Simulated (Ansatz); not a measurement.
## Run report: Si25O48 (charge −1), geometry relaxation (part 1 of 3)

System: Si25O48 (defect cell, 73 atoms in the cell, total charge −1).
Method: DFT, PBEsol, PAW, plane waves (Ansatz 0.2.0).

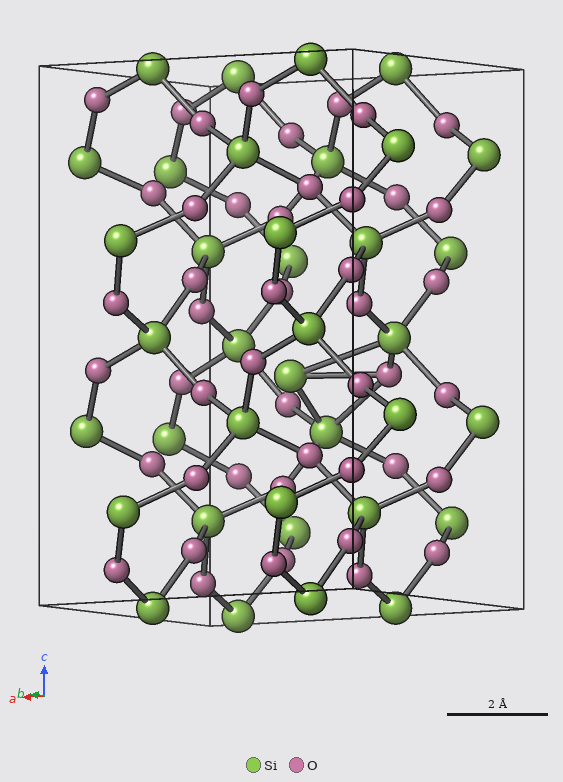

**Figure 1.** The input geometry (ball-and-stick view of the cell of the calculation, seen at an oblique angle).

Summary:

```json
{"quantity": "outcome", "value": "converged"}
{"quantity": "electrons treated", "value": "389"}
{"quantity": "free energy", "value": "−42528.4182 eV"}
{"quantity": "Fermi energy", "value": "7.102 eV"}
{"quantity": "net moment of the cell", "value": "1.00 μB"}
{"quantity": "largest force (length of the vector) at the end", "value": "0.016 eV/Å"}
{"quantity": "hardware", "value": "8 threads of Arm Neoverse-V2, 16 GiB of memory available, shared host"}
{"quantity": "wall time", "value": "10 min (CPU time 79 min)"}
{"quantity": "peak memory", "value": "2.7 GiB"}
```

The k-point mesh is coarse for a cell of this size, so the results may not be converged.

The input:
```yaml
crystal:
  lattice:
    - [9.901639, 0.000000, 0.000000]
    - [-4.950819, 8.575071, 0.000000]
    - [0.000000, 0.000000, 10.885880]
  atoms:
    - { symbol: Si, position: [0.229286, 0.999012, 0.166999] }
    - { symbol: Si, position: [0.232539, 0.999344, 0.667288] }
    - { symbol: Si, position: [0.235345, 0.500382, 0.166704] }
    - { symbol: Si, position: [0.231020, 0.498336, 0.667454] }
    - { symbol: Si, position: [0.732544, 0.999366, 0.164848] }
    - { symbol: Si, position: [0.738484, 0.003901, 0.667672] }
    - { symbol: Si, position: [0.732804, 0.502712, 0.166726] }
    - { symbol: Si, position: [0.733823, 0.500613, 0.666700] }
    - { symbol: Si, position: [0.000641, 0.238834, 0.337505] }
    - { symbol: Si, position: [0.998567, 0.234448, 0.833101] }
    - { symbol: Si, position: [0.994709, 0.733559, 0.332823] }
    - { symbol: Si, position: [0.000451, 0.733437, 0.831239] }
    - { symbol: Si, position: [0.500448, 0.237297, 0.334590], spin: 0.25 }
    - { symbol: Si, position: [0.497110, 0.233894, 0.835765] }
    - { symbol: Si, position: [0.497408, 0.730169, 0.333021] }
    - { symbol: Si, position: [0.494396, 0.735469, 0.834816] }
    - { symbol: Si, position: [0.264190, 0.265106, 0.000210] }
    - { symbol: Si, position: [0.266695, 0.268301, 0.500827], spin: 0.25 }
    - { symbol: Si, position: [0.262011, 0.766465, 0.998362] }
    - { symbol: Si, position: [0.267944, 0.766126, 0.499054] }
    - { symbol: Si, position: [0.766185, 0.264600, 0.000877] }
    - { symbol: Si, position: [0.764135, 0.266373, 0.502039] }
    - { symbol: Si, position: [0.765826, 0.765879, 0.996331] }
    - { symbol: Si, position: [0.762071, 0.763928, 0.498204] }
    - { symbol: Si, position: [0.538486, 0.376410, 0.434606], spin: 0.25 }
    - { symbol: O, position: [0.203799, 0.132798, 0.105726] }
    - { symbol: O, position: [0.206608, 0.131243, 0.608481] }
    - { symbol: O, position: [0.207415, 0.634461, 0.108740] }
    - { symbol: O, position: [0.206153, 0.631169, 0.611518] }
    - { symbol: O, position: [0.700348, 0.127059, 0.107644] }
    - { symbol: O, position: [0.704435, 0.132400, 0.606161] }
    - { symbol: O, position: [0.706775, 0.632855, 0.106607] }
    - { symbol: O, position: [0.703842, 0.633082, 0.608317] }
    - { symbol: O, position: [0.367932, 0.073005, 0.274296] }
    - { symbol: O, position: [0.366090, 0.070272, 0.772218] }
    - { symbol: O, position: [0.369797, 0.574328, 0.274504] }
    - { symbol: O, position: [0.369146, 0.573771, 0.772232] }
    - { symbol: O, position: [0.867463, 0.074645, 0.270603] }
    - { symbol: O, position: [0.870000, 0.075247, 0.773570] }
    - { symbol: O, position: [0.872060, 0.574561, 0.274158] }
    - { symbol: O, position: [0.867791, 0.574653, 0.776246] }
    - { symbol: O, position: [0.315412, 0.209147, 0.437261], spin: 0.25 }
    - { symbol: O, position: [0.426625, 0.292070, 0.938123] }
    - { symbol: O, position: [0.428905, 0.795831, 0.441688] }
    - { symbol: O, position: [0.432916, 0.799721, 0.938289] }
    - { symbol: O, position: [0.928578, 0.295358, 0.438899] }
    - { symbol: O, position: [0.924072, 0.292929, 0.939205] }
    - { symbol: O, position: [0.925601, 0.792563, 0.441022] }
    - { symbol: O, position: [0.927735, 0.794201, 0.942760] }
    - { symbol: O, position: [0.134005, 0.202315, 0.393376] }
    - { symbol: O, position: [0.132404, 0.207253, 0.893226] }
    - { symbol: O, position: [0.135018, 0.706620, 0.393052] }
    - { symbol: O, position: [0.128694, 0.702489, 0.893198] }
    - { symbol: O, position: [0.638420, 0.207489, 0.391797] }
    - { symbol: O, position: [0.628953, 0.206780, 0.889928] }
    - { symbol: O, position: [0.634576, 0.708643, 0.393838] }
    - { symbol: O, position: [0.637132, 0.710004, 0.893343] }
    - { symbol: O, position: [0.070369, 0.365418, 0.228157] }
    - { symbol: O, position: [0.070448, 0.365122, 0.728341] }
    - { symbol: O, position: [0.076087, 0.867806, 0.227304] }
    - { symbol: O, position: [0.073333, 0.869079, 0.728729] }
    - { symbol: O, position: [0.567588, 0.367022, 0.226920] }
    - { symbol: O, position: [0.574780, 0.368847, 0.727602] }
    - { symbol: O, position: [0.571662, 0.867186, 0.228132] }
    - { symbol: O, position: [0.575654, 0.867770, 0.728349] }
    - { symbol: O, position: [0.292478, 0.423797, 0.055644] }
    - { symbol: O, position: [0.292267, 0.425096, 0.559175] }
    - { symbol: O, position: [0.292573, 0.926499, 0.057702] }
    - { symbol: O, position: [0.293268, 0.924158, 0.562712] }
    - { symbol: O, position: [0.791612, 0.424495, 0.056262] }
    - { symbol: O, position: [0.793884, 0.427927, 0.561121] }
    - { symbol: O, position: [0.794248, 0.924803, 0.062040] }
    - { symbol: O, position: [0.795670, 0.926398, 0.557397] }
  symmetry: { detect: false }
kpoints:
  mp_grid: { grid: [1, 1, 1], shift: [0.25, 0.25, 0.25] }
hamiltonian:
  xc: pbesol
total_charge: -1
magnetization:
  spin_polarized: true
scf:
  occupations: { method: fermi_dirac, width: 0.01 }
relax:
  f_tol: 0.03
  max_steps: 80
  escape_saddle: false
  adjacent_minimum: "off"
output:
  forces: true
  eigenvalues: true
  populations: true
  charged_corrections: { epsilon: 4.5 }
  write_density: true
  write_potential: true
  elf: true
  volumetric_format: npy
```

Command:
```bash
ansatz run in.yaml --threads 8 --pin off --max-ram 15200MiB --runs-dir r --events-out ev --progress --plain
```

What the program printed:
```
Pseudopotentials: kind: paw
Functional definition: PBEsol
  exchange = pbesol_x
  correlation = pbesol_c
Crystal: 73 atoms, lattice volume = 924.290 Å³
Basis set: ecut = 420 eV, 18049 PW (Γ), exchange–correlation on 144×144×150 points (8 copies of the dense FFT grid, shifted against one another)
Bands: 268, of which v1, the nominal top of the filled ones, is band 195 counted from 1 (194 counted from 0)
Symmetry: 1 space group operations
k-points: 1
Non-local potential: Si, projectors of the file, l = 0: 2, l = 1: 2, l = 2: 2
Non-local potential: O, projectors of the file, l = 0: 2, l = 1: 2, l = 2: 1
PAW form: soft (Blöchl's): semilocal exchange-correlation on the pseudo side does not see the compensation charge
PAW frozen core: Si, regenerated for the run's functional, and the local potential with it (the file was generated under x = pbe(κ = 0.804, μ = 0.2195149727645171), c = pbe(β = 0.06672455060314922))
PAW frozen core: O, regenerated for the run's functional, and the local potential with it (the file was generated under x = pbe(κ = 0.804, μ = 0.2195149727645171), c = pbe(β = 0.06672455060314922))
PAW one-centre angular grid: Si, 110 points (default); XC on 64 Gauss nodes
PAW one-centre angular grid: O, 110 points (default); XC on 64 Gauss nodes
Initial density: superposition of atomic densities (chi_scale 0.1, normalization cell, long waves kept (reshape's long-wave potential 0.37 eV rms))
Starting moments: Σ|m| = 1 μB on 4 of 73 sites
Initial wavefunctions: pseudopotential atomic-orbital guess
Functional: x = pbesol(κ = 0.804, μ = 0.12345679012345678), c = pbesol(β = 0.046)
SCF iter   1: F=—  HF=-42544.773157 eV  |F-HF|=—  |Δ(HF+E_count)|=         —  Δρ=6.00e-2 (↑5.96e-2 ↓6.00e-2)  dr2=1.27e2  dr2_m=1.53e-1  M=1.000 μB ∫|m|=1.038 μB  β_m=0.30  ethr=3.10e-3  ⟨swp⟩=7.0  Hψ=2920  notcnv=0  defer=6
preconditioner: auto → Resta (q_TF=auto, 2.362 Å⁻¹)  ε∞=2.9  [insulator: Δε(μ)=0.211 eV  Ē_g=17.422 eV  σ=0.010 eV  W_gap=1.00  n_scr=212 (ndim 8)  ℏωp=24.0 eV  f_vac=0.005  D(μ)=0.01/eV (n_scr^D=0)  ε∞_Penn≈2.9]
spin=Collinear: Resta preconditioning applied to the charge; magnetization (m = ρ↑ − ρ↓) channel mixes plain (no charge-response kernel on spin).
SCF iter   2: F=—  HF=-42514.790333 eV  |F-HF|=—  |Δ(HF+E_count)|=    3.00e1  Δρ=2.97e-2 (↑2.96e-2 ↓2.97e-2)  dr2=3.27e1  dr2_m=7.04e-2  M=1.000 μB ∫|m|=1.036 μB  β_m=0.30  ethr=3.10e-3  ⟨swp⟩=3.0  Hψ=1045  notcnv=0  defer=128
SCF iter   3: F=—  HF=-42506.698366 eV  |F-HF|=—  |Δ(HF+E_count)|=    8.09e0  Δρ=1.55e-2 (↑1.55e-2 ↓1.55e-2)  dr2=4.69e0  dr2_m=3.12e-2  M=1.000 μB ∫|m|=1.040 μB  β_m=0.30  ethr=3.10e-3  ⟨swp⟩=3.0  Hψ=1021  notcnv=0  defer=136
SCF iter   4: F=—  HF=-42506.032023 eV  |F-HF|=—  |Δ(HF+E_count)|=   6.66e-1  Δρ=3.53e-3 (↑3.20e-3 ↓3.53e-3)  dr2=3.90e-1  dr2_m=1.50e-2  M=1.000 μB ∫|m|=1.053 μB  β_m=0.30  ethr=1.21e-3  ⟨swp⟩=3.5  Hψ=931  notcnv=0  defer=136
SCF iter   5: F=—  HF=-42506.057746 eV  |F-HF|=—  |Δ(HF+E_count)|=   2.57e-2  Δρ=2.10e-3 (↑2.10e-3 ↓1.95e-3)  dr2=1.14e-1  dr2_m=8.08e-3  M=1.000 μB ∫|m|=1.051 μB  β_m=0.30  ethr=1.00e-4  ⟨swp⟩=2.0  Hψ=640  notcnv=0  defer=136
SCF iter   6: F=—  HF=-42506.093340 eV  |F-HF|=—  |Δ(HF+E_count)|=   3.56e-2  Δρ=1.13e-3 (↑1.13e-3 ↓9.48e-4)  dr2=1.75e-2  dr2_m=4.75e-3  M=1.000 μB ∫|m|=1.056 μB  β_m=0.30  ethr=2.94e-5  ⟨swp⟩=3.0  Hψ=660  notcnv=0  defer=136
SCF iter   7: F=—  HF=-42506.110934 eV  |F-HF|=—  |Δ(HF+E_count)|=   1.76e-2  Δρ=7.10e-4 (↑7.10e-4 ↓6.92e-4)  dr2=4.37e-3  dr2_m=2.75e-3  M=1.000 μB ∫|m|=1.060 μB  β_m=0.30  ethr=4.49e-6  ⟨swp⟩=2.5  Hψ=708  notcnv=0  defer=136
SCF iter   8: F=—  HF=-42506.120270 eV  |F-HF|=—  |Δ(HF+E_count)|=   9.34e-3  Δρ=4.63e-4 (↑4.47e-4 ↓4.63e-4)  dr2=7.20e-4  dr2_m=1.59e-3  M=1.000 μB ∫|m|=1.063 μB  β_m=0.30  ethr=1.12e-6  ⟨swp⟩=2.0  Hψ=799  notcnv=0  defer=136
Mixer restart at iter 8: flushing history
spin-set hold released at iteration 8 (site moments contracting): the magnetisation degrees of freedom join the quasi-Newton model from the next iteration; the mixer history was flushed
SCF iter   9: F=—  HF=-42506.122328 eV  |F-HF|=—  |Δ(HF+E_count)|=   2.06e-3  Δρ=3.42e-4 (↑3.40e-4 ↓3.42e-4)  dr2=3.51e-4  dr2_m=9.11e-4  M=1.000 μB ∫|m|=1.067 μB  β_m=0.65  ethr=1.85e-7  ⟨swp⟩=2.5  Hψ=779  notcnv=0  defer=136
SCF iter  10: F=—  HF=-42506.125416 eV  |F-HF|=—  |Δ(HF+E_count)|=   3.09e-3  Δρ=5.96e-5 (↑5.26e-5 ↓5.96e-5)  dr2=6.23e-5  dr2_m=1.38e-5  M=1.000 μB ∫|m|=1.078 μB  β_m=0.64  ethr=9.04e-8  ⟨swp⟩=3.5  Hψ=1041  notcnv=0  defer=136
SCF iter  11: F=—  HF=-42506.125472 eV  |F-HF|=—  |Δ(HF+E_count)|=   5.55e-5  Δρ=2.86e-5 (↑2.33e-5 ↓2.86e-5)  dr2=1.15e-5  dr2_m=3.27e-6  M=1.000 μB ∫|m|=1.080 μB  β_m=0.72  ethr=5.78e-9  ⟨swp⟩=22.0  Hψ=6696  notcnv=0
SCF iter  12: F=—  HF=-42506.125488 eV  |F-HF|=—  |Δ(HF+E_count)|=   1.67e-5  Δρ=1.14e-5 (↑1.14e-5 ↓1.09e-5)  dr2=1.49e-6  dr2_m=7.06e-7  M=1.000 μB ∫|m|=1.080 μB  β_m=0.80  ethr=2.95e-9  ⟨swp⟩=12.5  Hψ=4259  notcnv=0
SCF iter  13: F=—  HF=-42506.125492 eV  |F-HF|=—  |Δ(HF+E_count)|=   4.05e-6  Δρ=5.32e-6 (↑4.82e-6 ↓5.32e-6)  dr2=3.80e-7  dr2_m=1.16e-7  M=1.000 μB ∫|m|=1.081 μB  β_m=0.78  ethr=3.83e-10  ⟨swp⟩=12.0  Hψ=3932  notcnv=0
SCF iter  14: F=-42506.125493 eV  HF=-42506.125493 eV  |F-HF|=3.21e-8  |Δ(HF+E_count)|=   4.60e-7  Δρ=1.87e-6 (↑1.66e-6 ↓1.87e-6)  dr2=2.18e-8  dr2_m=2.06e-8  M=1.000 μB ∫|m|=1.081 μB  ethr=9.78e-11  ⟨swp⟩=10.5  Hψ=3446  notcnv=0
SCF 1 converged in 14 iterations: F = -42506.125493 eV  dr2 = 2.18e-8
  greatest PAW one-centre occupation: 0.924 electrons in one spin orbital (limit 2), on the O atom at site 41 (counted from 0), in its partial waves of l = 0
relax step   1: F+E_penalty+E_count = -42506.12549288 eV  Δ(F+E_penalty+E_count) = +0.000e0 eV  max|allowed force component| = 4.878e1 eV/Å  Δτ_max = 0.0000 Å  (14 SCF iters, dr2 threshold 2.25e-5 eV, accepted)
Initial density: handed on by an earlier stage of this run
Starting moments: Σ|m| = 1 μB on 4 of 73 sites; this step starts from the density that it was given
Initial wavefunctions: those handed on with the density
iter 1 solved again at ethr=8.03e-4 eV; its pass at ethr=3.10e-3 eV (dr2=3.12e0 eV) is discarded
SCF iter   1: F=—  HF=-42522.430585 eV  |F-HF|=—  |Δ(HF+E_count)|=         —  Δρ=9.88e-3 (↑9.87e-3 ↓9.88e-3)  dr2=3.12e0  dr2_m=1.75e-2  M=1.000 μB ∫|m|=1.080 μB  β_m=0.30  ethr=8.03e-4  ⟨swp⟩=1.0  Hψ=2377  notcnv=0  defer=136
preconditioner: auto → Resta (q_TF=auto, 2.362 Å⁻¹)  ε∞=3.1  [insulator: Δε(μ)=0.795 eV  Ē_g=16.465 eV  σ=0.010 eV  W_gap=1.00  n_scr=212 (ndim 8)  ℏωp=24.1 eV  f_vac=0.097  D(μ)=0.00/eV (n_scr^D=0)  ε∞_Penn≈3.1]
spin=Collinear: Resta preconditioning applied to the charge; magnetization (m = ρ↑ − ρ↓) channel mixes plain (no charge-response kernel on spin).
SCF iter   2: F=—  HF=-42521.854805 eV  |F-HF|=—  |Δ(HF+E_count)|=   5.76e-1  Δρ=5.86e-3 (↑5.86e-3 ↓5.86e-3)  dr2=8.53e-1  dr2_m=7.66e-3  M=1.000 μB ∫|m|=1.078 μB  β_m=0.44  ethr=8.02e-4  ⟨swp⟩=3.0  Hψ=711  notcnv=0  defer=136
SCF iter   3: F=—  HF=-42521.642406 eV  |F-HF|=—  |Δ(HF+E_count)|=   2.12e-1  Δρ=2.11e-3 (↑2.11e-3 ↓2.11e-3)  dr2=9.75e-2  dr2_m=1.27e-3  M=1.000 μB ∫|m|=1.076 μB  β_m=0.49  ethr=2.19e-4  ⟨swp⟩=3.0  Hψ=929  notcnv=0  defer=136
relax step   2: F+E_penalty+E_count = -42521.62540472 eV  Δ(F+E_penalty+E_count) = -1.550e1 eV  max|allowed force component| = 1.565e1 eV/Å  Δτ_max = 0.1948 Å  (7 SCF iters, dr2 threshold 1.00e-4 eV, accepted)
preconditioner: auto → Resta (q_TF=auto, 2.362 Å⁻¹)  ε∞=3.1  [insulator: Δε(μ)=0.887 eV  Ē_g=16.469 eV  σ=0.010 eV  W_gap=1.00  n_scr=212 (ndim 8)  ℏωp=24.1 eV  f_vac=0.095  D(μ)=0.00/eV (n_scr^D=0)  ε∞_Penn≈3.1]
spin=Collinear: Resta preconditioning applied to the charge; magnetization (m = ρ↑ − ρ↓) channel mixes plain (no charge-response kernel on spin).
relax step   3: F+E_penalty+E_count = -42525.38724656 eV  Δ(F+E_penalty+E_count) = -3.762e0 eV  max|allowed force component| = 6.221e0 eV/Å  Δτ_max = 0.1994 Å  (6 SCF iters, dr2 threshold 1.00e-4 eV, accepted)
preconditioner: auto → Resta (q_TF=auto, 2.362 Å⁻¹)  ε∞=3.1  [insulator: Δε(μ)=0.830 eV  Ē_g=16.450 eV  σ=0.010 eV  W_gap=1.00  n_scr=212 (ndim 8)  ℏωp=24.1 eV  f_vac=0.095  D(μ)=0.00/eV (n_scr^D=0)  ε∞_Penn≈3.1]
spin=Collinear: Resta preconditioning applied to the charge; magnetization (m = ρ↑ − ρ↓) channel mixes plain (no charge-response kernel on spin).
relax step   4: F+E_penalty+E_count = -42526.71888135 eV  Δ(F+E_penalty+E_count) = -1.332e0 eV  max|allowed force component| = 2.908e0 eV/Å  Δτ_max = 0.2000 Å  (7 SCF iters, dr2 threshold 1.00e-4 eV, accepted)
preconditioner: auto → Resta (q_TF=auto, 2.362 Å⁻¹)  ε∞=3.1  [insulator: Δε(μ)=0.815 eV  Ē_g=16.434 eV  σ=0.010 eV  W_gap=1.00  n_scr=212 (ndim 8)  ℏωp=24.1 eV  f_vac=0.095  D(μ)=0.00/eV (n_scr^D=0)  ε∞_Penn≈3.1]
spin=Collinear: Resta preconditioning applied to the charge; magnetization (m = ρ↑ − ρ↓) channel mixes plain (no charge-response kernel on spin).
relax step   5: F+E_penalty+E_count = -42527.17603359 eV  Δ(F+E_penalty+E_count) = -4.572e-1 eV  max|allowed force component| = 1.697e0 eV/Å  Δτ_max = 0.2000 Å  (7 SCF iters, dr2 threshold 1.00e-4 eV, accepted)
preconditioner: auto → Resta (q_TF=auto, 2.362 Å⁻¹)  ε∞=3.2  [insulator: Δε(μ)=0.755 eV  Ē_g=16.410 eV  σ=0.010 eV  W_gap=1.00  n_scr=212 (ndim 8)  ℏωp=24.1 eV  f_vac=0.095  D(μ)=0.00/eV (n_scr^D=0)  ε∞_Penn≈3.2]
spin=Collinear: Resta preconditioning applied to the charge; magnetization (m = ρ↑ − ρ↓) channel mixes plain (no charge-response kernel on spin).
relax step   6: F+E_penalty+E_count = -42527.47795787 eV  Δ(F+E_penalty+E_count) = -3.019e-1 eV  max|allowed force component| = 4.667e-1 eV/Å  Δτ_max = 0.2000 Å  (7 SCF iters, dr2 threshold 1.00e-4 eV, accepted)
preconditioner: auto → Resta (q_TF=auto, 2.362 Å⁻¹)  ε∞=3.2  [insulator: Δε(μ)=0.857 eV  Ē_g=16.413 eV  σ=0.010 eV  W_gap=1.00  n_scr=212 (ndim 8)  ℏωp=24.1 eV  f_vac=0.095  D(μ)=0.00/eV (n_scr^D=0)  ε∞_Penn≈3.2]
spin=Collinear: Resta preconditioning applied to the charge; magnetization (m = ρ↑ − ρ↓) channel mixes plain (no charge-response kernel on spin).
relax step   7: F+E_penalty+E_count = -42527.55747395 eV  Δ(F+E_penalty+E_count) = -7.952e-2 eV  max|allowed force component| = 5.009e-1 eV/Å  Δτ_max = 0.0329 Å  (7 SCF iters, dr2 threshold 1.65e-5 eV, accepted)
preconditioner: auto → Resta (q_TF=auto, 2.362 Å⁻¹)  ε∞=3.1  [insulator: Δε(μ)=0.857 eV  Ē_g=16.454 eV  σ=0.010 eV  W_gap=1.00  n_scr=212 (ndim 8)  ℏωp=24.1 eV  f_vac=0.097  D(μ)=0.00/eV (n_scr^D=0)  ε∞_Penn≈3.1]
spin=Collinear: Resta preconditioning applied to the charge; magnetization (m = ρ↑ − ρ↓) channel mixes plain (no charge-response kernel on spin).
relax step   8: F+E_penalty+E_count = -42527.64361117 eV  Δ(F+E_penalty+E_count) = -8.614e-2 eV  max|allowed force component| = 6.536e-1 eV/Å  Δτ_max = 0.2000 Å  (8 SCF iters, dr2 threshold 1.90e-5 eV, accepted)
preconditioner: auto → Resta (q_TF=auto, 2.362 Å⁻¹)  ε∞=3.2  [insulator: Δε(μ)=0.812 eV  Ē_g=16.426 eV  σ=0.010 eV  W_gap=1.00  n_scr=212 (ndim 8)  ℏωp=24.1 eV  f_vac=0.096  D(μ)=0.00/eV (n_scr^D=0)  ε∞_Penn≈3.2]
spin=Collinear: Resta preconditioning applied to the charge; magnetization (m = ρ↑ − ρ↓) channel mixes plain (no charge-response kernel on spin).
relax step   9: F+E_penalty+E_count = -42527.62252065 eV  Δ(F+E_penalty+E_count) = +2.109e-2 eV  max|allowed force component| = 9.979e-1 eV/Å  Δτ_max = 0.2000 Å  (7 SCF iters, dr2 threshold 1.00e-4 eV, rejected (line search))
preconditioner: auto → Resta (q_TF=auto, 2.362 Å⁻¹)  ε∞=3.1  [insulator: Δε(μ)=0.844 eV  Ē_g=16.448 eV  σ=0.010 eV  W_gap=1.00  n_scr=212 (ndim 8)  ℏωp=24.1 eV  f_vac=0.097  D(μ)=0.00/eV (n_scr^D=0)  ε∞_Penn≈3.1]
spin=Collinear: Resta preconditioning applied to the charge; magnetization (m = ρ↑ − ρ↓) channel mixes plain (no charge-response kernel on spin).
relax step  10: F+E_penalty+E_count = -42527.71913856 eV  Δ(F+E_penalty+E_count) = -7.553e-2 eV  max|allowed force component| = 5.010e-1 eV/Å  Δτ_max = 0.0973 Å  (10 SCF iters, accepted)
preconditioner: auto → Resta (q_TF=auto, 2.362 Å⁻¹)  ε∞=3.1  [insulator: Δε(μ)=0.833 eV  Ē_g=16.463 eV  σ=0.010 eV  W_gap=1.00  n_scr=212 (ndim 8)  ℏωp=24.1 eV  f_vac=0.098  D(μ)=0.00/eV (n_scr^D=0)  ε∞_Penn≈3.1]
spin=Collinear: Resta preconditioning applied to the charge; magnetization (m = ρ↑ − ρ↓) channel mixes plain (no charge-response kernel on spin).
```
